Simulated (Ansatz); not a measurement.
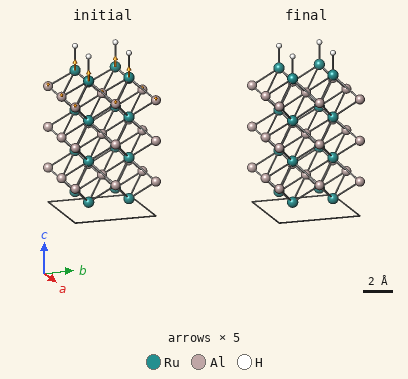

The structure of a slab of composition Al3HRu4 (cut from the Pm-3m phase) before (left) and after (right) a constrained relaxation, at one scale. The orange arrows give the displacements, 5 times their true length.

The picture is a ball-and-stick view of the 2 × 2 repeat of the cell, outlined in the plane, without the vacuum, seen slightly off an axis.

Case: H put at a top Ru site. The slab is the (1 0 0) face of AlRu with H on it. 3 atoms are held fixed.

Theory: Ansatz, DFT PBEsol, scalar-relativistic, plane waves, PAW. Set-up: plane-wave cutoff 420 eV; k-point mesh 10 × 10 × 1; occupations gaussian; smearing width 0.1 eV; no spin polarisation; dipole correction; atoms relaxed in a fixed cell; force threshold 0.03 eV/Å; at most 70 steps.

**Summarise the run.**

A Ru atom moves most: 0.17 Å along the normal (+c). Largest moves by element: Ru 0.17 Å, Al 0.06 Å. H stays in place. The cell stays as it was. Some distances before and after: Ru–Ru 2.876 → 3.050 Å, H–Ru 1.780 → 1.615 Å, Al–Ru 2.528 → 2.591 Å, Al–Ru 2.571 → 2.607 Å. Bond angles that change, for instance: Al–Ru–Al 112.7° → 108.7°, Al–Ru–H 123.6° → 125.7°, Al–Ru–Al 72.1° → 70.1°. After 3 geometry steps the energy has fallen by 0.192 eV per cell of the calculation. Largest force component: 2.2 eV/Å at the start, 0.03 eV/Å at the end.

Limits of the set-up: the periodic images lie only 3.0 Å apart, so the values are limited by the cell's size.
